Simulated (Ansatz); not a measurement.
## WSi2: geometry relaxation (part 1 of 3)

The run: geometry relaxation of WSi2 (slab, 12 atoms in the cell). Method and program: DFT r2SCAN, scalar-relativistic, plane waves, PAW, no spin polarisation (Ansatz 0.2.0).

The structure derives from an entry of the Crystallography Open Database. It belongs to a series of runs on one base structure; here: (1 0 1) slab, atoms relaxed. Figures and captions count atoms from 1; the log counts them from 0 in places.

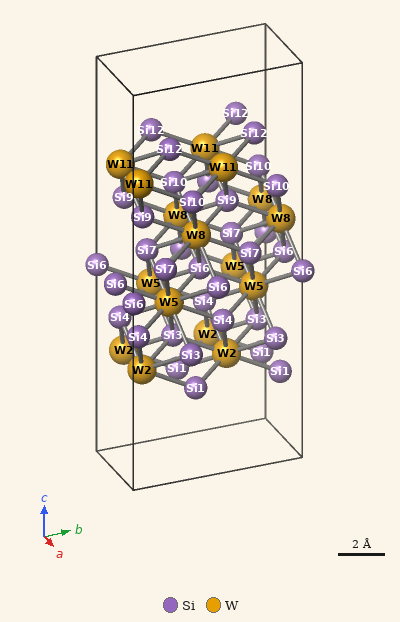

*The structure as given in the input (ball-and-stick view of the 2 × 2 repeat of the cell, with the vacuum cut short, seen slightly off an axis; atoms are numbered from 1 in the order of the input). An atom can appear more than once, as a periodic image.*

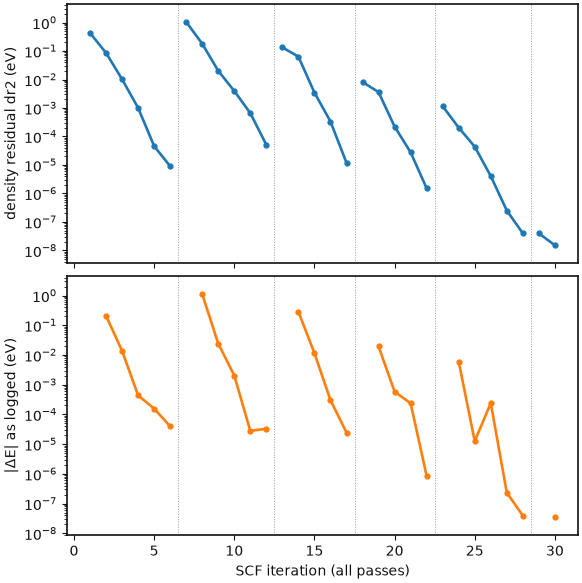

*Convergence of the self-consistent field: density residual dr2 and size of the energy change against the SCF iteration. Dotted lines part the SCF passes that the log prints in full.*

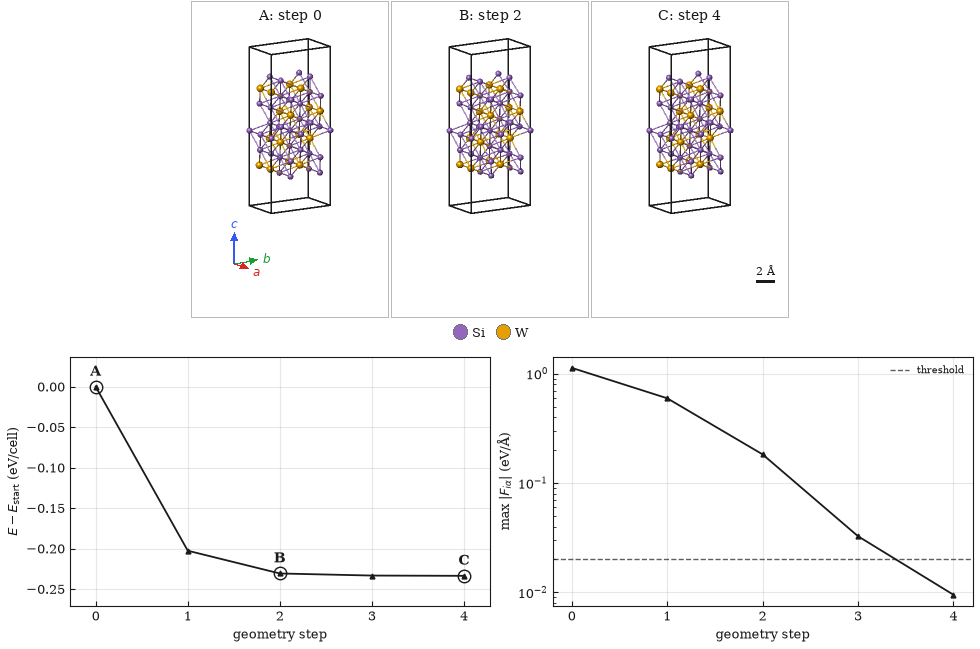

*Frames of the relaxation (ball-and-stick view of the 2 × 2 repeat of the cell, with the vacuum cut short, seen slightly off an axis) above the curves, on which the letters mark them (the first geometry is step 0 here and step 1 in the log).*

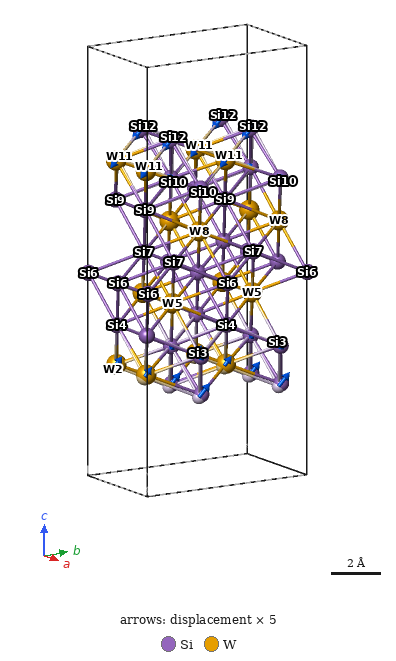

*Start (faint) and end (solid) with the displacements as blue arrows, magnified 5 times (ball-and-stick view of the 2 × 2 repeat of the cell, with the vacuum cut short, seen slightly off an axis).*

The energy falls by 0.234 eV per cell of the calculation in 4 geometry steps. The largest force component goes from 1.1 to 0.0095 eV/Å. The largest moves, 0.15 Å, are those of Si1 and Si12. Largest moves by element: Si 0.15 Å, W 0.10 Å. The cell doesn't change. Among the contacts that change: Si10–Si12 2.629 → 2.528 Å, Si10–W11 2.611 → 2.548 Å, Si3–W5 2.611 → 2.664 Å, Si1–W2 2.611 → 2.572 Å. Among the angles that change: W2–Si1–Si3 104.4° → 108.1°, Si3–Si1–Si3 75.3° → 78.9°. (Atoms are counted from 1 in the order of the input.)

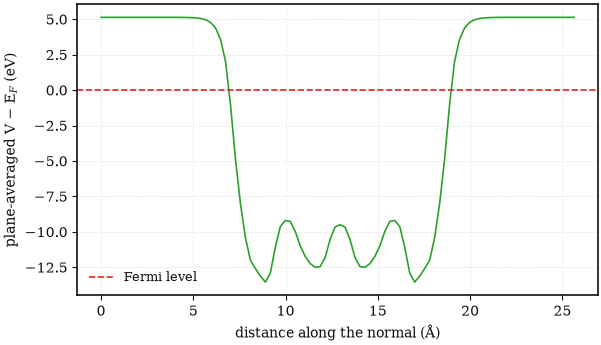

*Plane average of the electrostatic potential energy of an electron across the cell, from the Fermi level.*

The vacuum level lies 5.13 eV above the Fermi level.

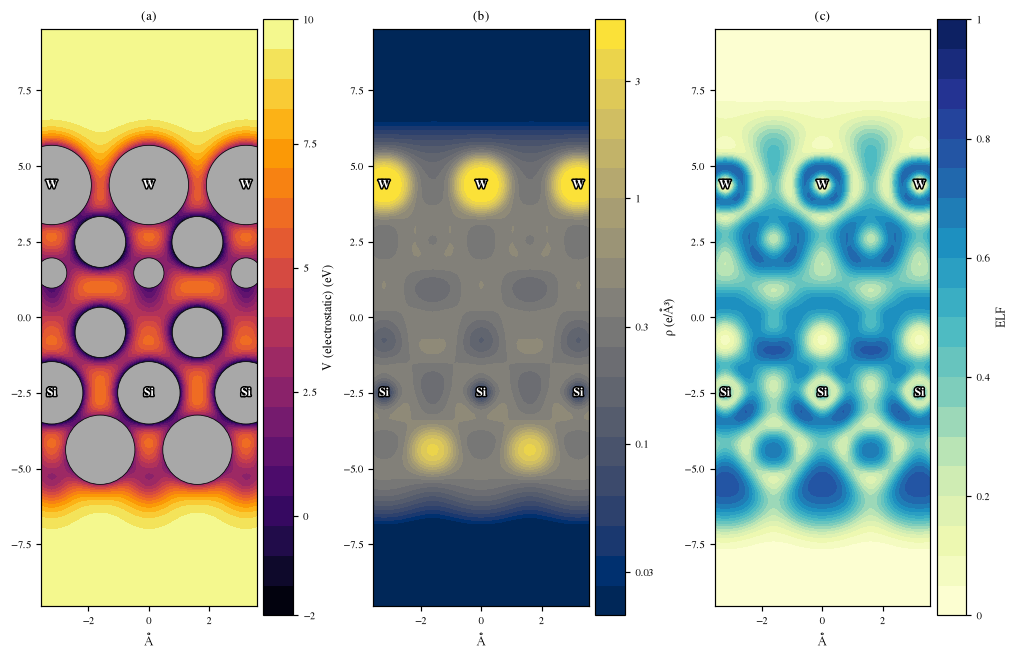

*(a) electrostatic potential energy of an electron; (b) valence charge density (pseudo); (c) electron localisation function on the (010) plane of the calculation cell, a cut from vacuum to vacuum. Grey discs, where drawn, cover atomic cores.*

Atoms in the plane: Si and W. The density dies away to nearly zero in the vacuum. The strong features right at W lie inside the PAW spheres (semicore, d or f shells) and say nothing about bonding. In a PAW calculation such maps are meaningful between the atoms, not at the nuclei.

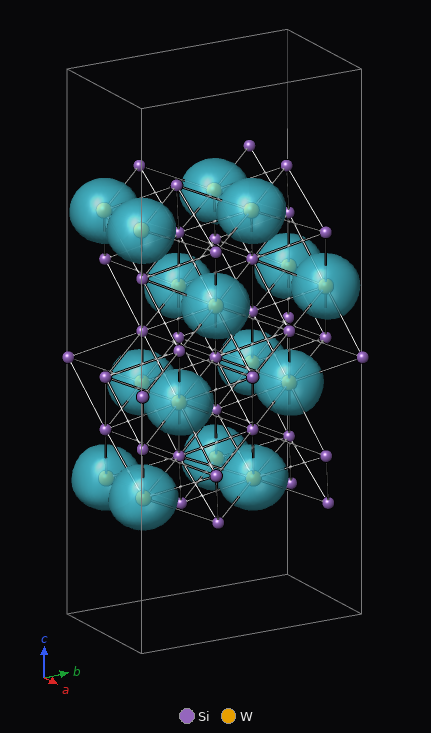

*Isosurface of the valence charge density (pseudo) at 0.6 e/Å³ (cyan), seen slightly off an axis. Sticks mark near contacts.*

At this value the density breaks into separate islands; it holds about 45 % of the electrons treated as valence (semicore included). It is pinched off along the Si–Si (2.53 Å), Si–W (2.55 Å), Si–W (2.59 Å) and Si–Si (2.60 Å) contacts. On the grid the lowest density along these lines, outside the cores, is 0.37 e/Å³ (Si–Si, 2.53 Å), 0.46 e/Å³ (Si–W, 2.55 Å), 0.43 e/Å³ (Si–W, 2.59 Å) and 0.33 e/Å³ (Si–Si, 2.60 Å).

The input and output of the run follow.

Input file
```yaml
crystal:
  lattice:
    - [3.2112931011, 0.0, 0.0]
    - [-1.6056465505, 4.2197285864, 0.0]
    - [0.0, 0.0, 25.8978695058]
  atoms:
    - { symbol: Si, position: [0.4311338902, 0.8622677803, 0.2895991116] }
    - { symbol: W, position: [0.144787432, 0.2895748639, 0.3279937592] }
    - { symbol: Si, position: [0.8584409738, 0.7168819476, 0.3663884069] }
    - { symbol: Si, position: [0.5759213221, 0.1518426443, 0.4042699387] }
    - { symbol: W, position: [0.2895748639, 0.5791497279, 0.4426645864] }
    - { symbol: Si, position: [0.0032284058, 0.0064568115, 0.4810592341] }
    - { symbol: Si, position: [0.7207087541, 0.4414175082, 0.5189407659] }
    - { symbol: W, position: [0.4343622959, 0.8687245918, 0.5573354136] }
    - { symbol: Si, position: [0.1480158377, 0.2960316755, 0.5957300613] }
    - { symbol: Si, position: [0.8654961861, 0.7309923722, 0.6336115931] }
    - { symbol: W, position: [0.5791497279, 0.1582994558, 0.6720062408] }
    - { symbol: Si, position: [0.2928032697, 0.5856065394, 0.7104008884] }
basis:
  ecutwfc: 500
kpoints:
  mp_grid: { grid: [12, 8, 1] }
hamiltonian:
  xc: r2scan
scf:
  occupations: { method: gaussian, width: 0.1 }
output:
  forces: true
  eigenvalues: true
  write_density: true
  write_potential: true
  elf: true
  volumetric_format: npy
relax:
  adjacent_minimum: "off"
  f_tol: 0.02
  max_steps: 60
efield:
  axis: 3
  dipole_correction: true
  ramp_width: 0.04
```

Run as:
```bash
ansatz run input.yaml --threads 2 --pin off --max-ram 5120MiB --backend cpu --events-out ev --progress --plain --runs-dir out
```

Log
```
Warning: crystal.symmetry: narrowed to the stabiliser of the k-point mesh — unitary ops 2 → 1; excluded 1 operation that carries a point of the 12×8×1 mesh (shift [0, 0, 0]) off the mesh (the run samples exactly the mesh kpoints.mp_grid names, as under crystal.symmetry.detect: false, and its converged state has the mesh's symmetry, not the crystal's; ε∞, the Born charges and the force constants of a linear response (`dielectric:` by the response, `phonons.method: dfpt`) are averaged over those of the crystal's operations that the state keeps within a tolerance, where `mesh_tensors`, `unaveraged_element` or `gamma_mean_max_change_ev_ang2` stands beside them; a row that `dielectric.field_direction` solves alone is averaged likewise, with nothing beside; a Γ-centred mesh of equal divisions is mapped onto itself by every operation and keeps the whole group, as does a half-shifted one under kpoints.further_shifts: images)
Engine: ansatz 0.2.0, x86_64-unknown-linux-gnu
Pseudopotentials: kind: paw
Pseudopotential: Si, paw, valence charge 4, recommended cutoff 500 eV (meta_gga), Si.paw.azcp
Pseudopotential: W, paw, valence charge 14, recommended cutoff 500 eV (meta_gga), W.paw.azcp
Functional definition: r2SCAN
  parameter k0 = 0.174
  parameter k1 = 0.065
  parameter a1 = 4.9479
  exchange = r2scan_x(k0 = k0, k1 = k1, a1 = a1)
  correlation = r2scan_c
Crystal: 12 atoms, lattice volume = 350.936 Å³
Basis set: ecut = 500 eV, 8921 PW (Γ), exchange–correlation on 96×144×768 points (64 copies of the dense FFT grid, shifted against one another)
Bands: 56, of which v1, the nominal top of the filled ones, is band 44 counted from 1 (43 counted from 0)
Symmetry: 1 space group operations
k-points: 50 of 96 (time reversal used)
Non-local potential: Si, projectors of the file, l = 0: 2, l = 1: 2, l = 2: 2
Non-local potential: W, projectors of the file, l = 0: 3, l = 1: 2, l = 2: 2, l = 3: 1
PAW form: soft (Blöchl's): semilocal exchange-correlation on the pseudo side does not see the compensation charge
PAW frozen core: Si, regenerated for the run's functional (the file was generated under x = pbe(κ = 0.804, μ = 0.2195149727645171), c = pbe(β = 0.06672455060314922))
PAW frozen core: W, regenerated for the run's functional (the file was generated under x = pbe(κ = 0.804, μ = 0.2195149727645171), c = pbe(β = 0.06672455060314922))
PAW one-centre angular grid: Si, 302 points (default); XC on 160 Gauss nodes
PAW one-centre angular grid: W, 590 points (default); XC on 160 Gauss nodes
Initial density: superposition of atomic densities (neutral atoms: chi_scale 0, normalization atom), corrected by the library's trained network
Initial wavefunctions: pseudopotential atomic-orbital guess
Functional: x = r2scan, c = r2scan; τ floored in thin density (d = 2e-4 eV/Å³)
SCF iter   1: F=—  HF=-46701.184691 eV  |F-HF|=—  |Δ(HF+E_count)|=         —  Δρ=5.37e-3  dr2=4.31e-1  dr2_τ=2.64e-1  ethr=1.77e-3  p=-0.000 e·Å  D=-2.41e-12 V/Å  ΔV_dip=0.00 eV  dr2_dipole=5.65e-10  V_vac-E_F(+/−)=4.85/4.85 eV  ⟨swp⟩=10.7  Hψ=16610  notcnv=0  defer=48
efield: sawtooth ramp at fractional position 0.9800 (placed from the atoms, in the widest stretch of the axis that holds none; the zero of the levels goes with the place), width 0.0400; the density the first Hamiltonian is built on has a dipole p = -0.000 e·Å; the dipole correction subtracts the counter field D = -2.41e-12 V/Å, which shifts the + side's vacuum level by +0.00 eV against the − side's; the planar-averaged density in the ramp window peaks in size at 2.3e-5 e/Å³
preconditioner: auto → LDOS  [metal: Δε(μ)=0.028 eV  Ē_g=7.341 eV  σ=0.100 eV  W_gap=0.15  n_scr=62 (ndim 8)  ℏωp=14.8 eV  f_vac=0.451  D(μ)=5.25/eV (n_scr^D=22)  β→1.0]
SCF iter   2: F=—  HF=-46701.392534 eV  |F-HF|=—  |Δ(HF+E_count)|=   2.08e-1  Δρ=3.30e-3  dr2=8.62e-2  dr2_τ=6.88e-3  ethr=4.90e-4  p=-0.000 e·Å  D=-2.29e-5 V/Å  ΔV_dip=0.00 eV  dr2_dipole=1.02e-6  V_vac-E_F(+/−)=5.08/5.08 eV  ⟨swp⟩=2.9  Hψ=5155  notcnv=0  defer=222
SCF iter   3: F=—  HF=-46701.378701 eV  |F-HF|=—  |Δ(HF+E_count)|=   1.38e-2  Δρ=9.10e-4  dr2=1.02e-2  dr2_τ=1.27e-3  ethr=9.80e-5  p=-0.000 e·Å  D=-3.63e-6 V/Å  ΔV_dip=0.00 eV  dr2_dipole=3.20e-7  V_vac-E_F(+/−)=5.10/5.10 eV  ⟨swp⟩=3.8  Hψ=6327  notcnv=0  defer=222
SCF iter   4: F=—  HF=-46701.378266 eV  |F-HF|=—  |Δ(HF+E_count)|=   4.36e-4  Δρ=3.24e-4  dr2=1.01e-3  dr2_τ=7.65e-5  ethr=1.16e-5  p=-0.000 e·Å  D=-1.78e-6 V/Å  ΔV_dip=0.00 eV  dr2_dipole=2.64e-9  V_vac-E_F(+/−)=5.13/5.13 eV  ⟨swp⟩=2.0  Hψ=3977  notcnv=0  defer=222
SCF iter   5: F=—  HF=-46701.378422 eV  |F-HF|=—  |Δ(HF+E_count)|=   1.57e-4  Δρ=9.64e-5  dr2=4.60e-5  dr2_τ=3.95e-6  ethr=1.15e-6  p=-0.000 e·Å  D=-1.18e-6 V/Å  ΔV_dip=0.00 eV  dr2_dipole=1.18e-9  V_vac-E_F(+/−)=5.14/5.14 eV  ⟨swp⟩=3.0  Hψ=6063  notcnv=0  defer=222
SCF iter   6: F=-46701.378461 eV  HF=-46701.378462 eV  |F-HF|=5.76e-7  |Δ(HF+E_count)|=   3.96e-5  Δρ=3.70e-5  dr2=9.03e-6  dr2_τ=3.37e-7  ethr=1.14e-8  p=-0.000 e·Å  D=-7.15e-7 V/Å  ΔV_dip=0.00 eV  dr2_dipole=1.26e-10  V_vac-E_F(+/−)=5.15/5.15 eV  ⟨swp⟩=29.6  Hψ=37751  notcnv=0
SCF 1 converged in 6 iterations: F = -46701.378461 eV  dr2 = 9.03e-6
  greatest PAW one-centre occupation: 0.999 electrons in one spin orbital (limit 2), on the W atom at site 10 (counted from 0), in its partial waves of l = 0
relax step   1: F+E_penalty+E_count = -46701.37846127 eV  Δ(F+E_penalty+E_count) = +0.000e0 eV  max|allowed force component| = 1.128e0 eV/Å  Δτ_max = 0.0000 Å  (6 SCF iters, dr2 threshold 1.00e-5 eV, accepted)
Initial density: handed on by an earlier stage of this run
Initial wavefunctions: those handed on with the density
iter 1 solved again at ethr=1.18e-3 eV; its pass at ethr=3.10e-3 eV (dr2=1.04e0 eV) is discarded
SCF iter   1: F=—  HF=-46700.495280 eV  |F-HF|=—  |Δ(HF+E_count)|=         —  Δρ=8.36e-3  dr2=1.05e0  dr2_τ=5.94e0  ethr=1.18e-3  p=-0.000 e·Å  D=-7.15e-7 V/Å  ΔV_dip=0.00 eV  dr2_dipole=4.80e-11  V_vac-E_F(+/−)=5.20/5.20 eV  ⟨swp⟩=1.2  Hψ=12229  notcnv=0  defer=199
efield: sawtooth ramp at fractional position 0.9800 (handed on by an earlier solve), width 0.0400; the density the first Hamiltonian is built on has a dipole p = -0.000 e·Å; the dipole correction subtracts the counter field D = -7.15e-7 V/Å, which shifts the + side's vacuum level by +0.00 eV against the − side's; the planar-averaged density in the ramp window peaks in size at 2.6e-7 e/Å³
preconditioner: auto → LDOS  [metal: Δε(μ)=0.003 eV  Ē_g=7.560 eV  σ=0.100 eV  W_gap=0.02  n_scr=62 (ndim 8)  ℏωp=14.8 eV  f_vac=0.463  D(μ)=5.37/eV (n_scr^D=26)  β→1.0]
SCF iter   2: F=—  HF=-46701.607055 eV  |F-HF|=—  |Δ(HF+E_count)|=    1.11e0  Δρ=4.45e-3  dr2=1.80e-1  dr2_τ=6.66e-3  ethr=1.18e-3  p=0.000 e·Å  D=1.44e-5 V/Å  ΔV_dip=-0.00 eV  dr2_dipole=5.18e-7  V_vac-E_F(+/−)=5.07/5.07 eV  ⟨swp⟩=3.2  Hψ=5177  notcnv=0  defer=199
SCF iter   3: F=—  HF=-46701.583079 eV  |F-HF|=—  |Δ(HF+E_count)|=   2.40e-2  Δρ=1.68e-3  dr2=2.02e-2  dr2_τ=1.08e-3  ethr=2.04e-4  p=-0.000 e·Å  D=-1.17e-5 V/Å  ΔV_dip=0.00 eV  dr2_dipole=1.10e-7  V_vac-E_F(+/−)=5.10/5.10 eV  ⟨swp⟩=2.3  Hψ=5233  notcnv=0  defer=209
SCF iter   4: F=—  HF=-46701.581054 eV  |F-HF|=—  |Δ(HF+E_count)|=   2.03e-3  Δρ=5.86e-4  dr2=3.94e-3  dr2_τ=1.07e-4  ethr=2.29e-5  p=-0.000 e·Å  D=-9.46e-6 V/Å  ΔV_dip=0.00 eV  dr2_dipole=5.88e-9  V_vac-E_F(+/−)=5.12/5.12 eV  ⟨swp⟩=3.2  Hψ=5486  notcnv=0  defer=214
SCF iter   5: F=—  HF=-46701.581081 eV  |F-HF|=—  |Δ(HF+E_count)|=   2.79e-5  Δρ=2.60e-4  dr2=6.61e-4  dr2_τ=3.07e-5  ethr=4.48e-6  p=0.000 e·Å  D=1.64e-6 V/Å  ΔV_dip=-0.00 eV  dr2_dipole=2.18e-10  V_vac-E_F(+/−)=5.12/5.12 eV  ⟨swp⟩=2.0  Hψ=3941  notcnv=0  defer=214
SCF iter   6: F=-46701.581016 eV  HF=-46701.581048 eV  |F-HF|=3.23e-5  |Δ(HF+E_count)|=   3.30e-5  Δρ=6.83e-5  dr2=5.10e-5  dr2_τ=1.15e-6  ethr=9.04e-8  p=0.000 e·Å  D=2.16e-7 V/Å  ΔV_dip=-0.00 eV  dr2_dipole=2.86e-9  V_vac-E_F(+/−)=5.12/5.12 eV  ⟨swp⟩=29.0  Hψ=38792  notcnv=0
SCF 2 converged in 6 iterations: F = -46701.581016 eV  dr2 = 5.10e-5
  greatest PAW one-centre occupation: 0.999 electrons in one spin orbital (limit 2), on the W atom at site 1 (counted from 0), in its partial waves of l = 0
relax step   2: F+E_penalty+E_count = -46701.58101612 eV  Δ(F+E_penalty+E_count) = -2.026e-1 eV  max|allowed force component| = 5.947e-1 eV/Å  Δτ_max = 0.1885 Å  (6 SCF iters, dr2 threshold 7.95e-5 eV, accepted)
SCF iter   1: F=—  HF=-46701.336317 eV  |F-HF|=—  |Δ(HF+E_count)|=         —  Δρ=2.93e-3  dr2=1.35e-1  dr2_τ=8.97e-1  ethr=1.13e-3  p=0.000 e·Å  D=2.16e-7 V/Å  ΔV_dip=-0.00 eV  dr2_dipole=2.11e-9  V_vac-E_F(+/−)=5.09/5.09 eV  ⟨swp⟩=3.9  Hψ=5906  notcnv=0  defer=210
efield: sawtooth ramp at fractional position 0.9800 (handed on by an earlier solve), width 0.0400; the density the first Hamiltonian is built on has a dipole p = 0.000 e·Å; the dipole correction subtracts the counter field D = 2.16e-7 V/Å, which shifts the + side's vacuum level by -0.00 eV against the − side's; the planar-averaged density in the ramp window peaks in size at 7.0e-7 e/Å³
preconditioner: auto → LDOS  [metal: Δε(μ)=0.011 eV  Ē_g=7.486 eV  σ=0.100 eV  W_gap=0.06  n_scr=62 (ndim 8)  ℏωp=14.8 eV  f_vac=0.458  D(μ)=5.14/eV (n_scr^D=22)  β→1.0]
SCF iter   2: F=—  HF=-46701.620309 eV  |F-HF|=—  |Δ(HF+E_count)|=   2.84e-1  Δρ=2.20e-3  dr2=6.35e-2  dr2_τ=1.61e-3  ethr=1.54e-4  p=-0.000 e·Å  D=-1.74e-5 V/Å  ΔV_dip=0.00 eV  dr2_dipole=1.20e-6  V_vac-E_F(+/−)=5.18/5.18 eV  ⟨swp⟩=3.1  Hψ=6455  notcnv=0  defer=210
SCF iter   3: F=—  HF=-46701.608854 eV  |F-HF|=—  |Δ(HF+E_count)|=   1.15e-2  Δρ=6.53e-4  dr2=3.47e-3  dr2_τ=1.35e-4  ethr=7.22e-5  p=0.000 e·Å  D=5.24e-6 V/Å  ΔV_dip=-0.00 eV  dr2_dipole=2.66e-8  V_vac-E_F(+/−)=5.15/5.15 eV  ⟨swp⟩=2.3  Hψ=4408  notcnv=0  defer=210
SCF iter   4: F=—  HF=-46701.609157 eV  |F-HF|=—  |Δ(HF+E_count)|=   3.03e-4  Δρ=2.08e-4  dr2=3.36e-4  dr2_τ=5.83e-5  ethr=3.95e-6  p=-0.000 e·Å  D=-1.23e-6 V/Å  ΔV_dip=0.00 eV  dr2_dipole=5.47e-9  V_vac-E_F(+/−)=5.14/5.14 eV  ⟨swp⟩=3.4  Hψ=5855  notcnv=0  defer=210
SCF iter   5: F=-46701.609137 eV  HF=-46701.609132 eV  |F-HF|=4.46e-6  |Δ(HF+E_count)|=   2.46e-5  Δρ=5.45e-5  dr2=1.19e-5  dr2_τ=1.76e-6  ethr=2.51e-8  p=-0.000 e·Å  D=-2.78e-7 V/Å  ΔV_dip=0.00 eV  dr2_dipole=4.90e-10  V_vac-E_F(+/−)=5.14/5.14 eV  ⟨swp⟩=27.7  Hψ=37592  notcnv=0
SCF 3 converged in 5 iterations: F = -46701.609137 eV  dr2 = 1.19e-5
```
